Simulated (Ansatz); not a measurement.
System: Sb, space group Fm-3m (No. 225).

The given structure:
```
CELL_PARAMETERS angstrom
0.00000 2.37124 2.37124
2.37124 0.00000 2.37124
2.37124 2.37124 0.00000
ATOMIC_POSITIONS crystal
Sb 0.00000 0.00000 0.00000
```

Computed with Ansatz 0.2.0: homogeneous strain of a crystal along one Voigt pattern with engineering shear, fractional coordinates fixed, by plane-wave density functional theory with PAW datasets, free energies less that of the undisturbed cell; scalar-relativistic. Level: PBEsol, no spin polarisation.

wave cutoff 420 eV; k mesh 18×18×18; occupations Gaussian; smearing width 0.15 eV; k shift (0, 0, 0) (mesh steps); start as given; strain pattern (1, 0, 0, 0, 0, 0) (xx yy zz yz xz xy with engineering shear).

What does the calculation give for the energy change and tensile stress summed over the strain pattern against strain? The strain takes the values −0.1000, −0.0750, −0.0500, −0.0250, 0.0000, 0.0250, 0.0500, 0.0750, 0.0875, 0.1000.

The energy falls towards negative values, so the start isn't a stationary minimum along this path. The energy change is 25.22 meV/atom at strain −0.1000 and 53.99 meV/atom at 0.1000; the lowest computed point is at strain −0.0250 (−2.23 meV/atom). The tensile stress summed over the strain pattern rises from −4.635 GPa at strain −0.1000 to 4.933 GPa at 0.1000, and changes sign near −0.022. The slope of stress against strain at the start, which at zero pressure is the clamped-ion constant C11, is 47.6 GPa.

| strain | energy change (meV/atom) | tensile stress summed over the strain pattern (GPa) |
| --- | --- | --- |
| −0.1000 | 25.22 | −4.635 |
| −0.0750 | 10.14 | −2.710 |
| −0.0500 | 1.34 | −1.543 |
| −0.0250 | −2.23 | −0.151 |
| 0.0000 | 0.00 | 1.196 |
| 0.0250 | 7.45 | 2.376 |
| 0.0500 | 19.46 | 3.349 |
| 0.0750 | 35.09 | 4.150 |
| 0.0875 | 44.13 | 4.543 |
| 0.1000 | 53.99 | 4.933 |

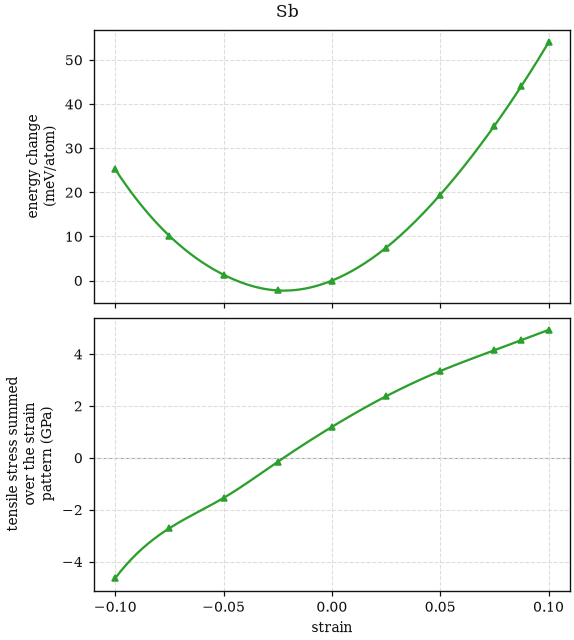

Caveats: reference crystal is not relaxed.
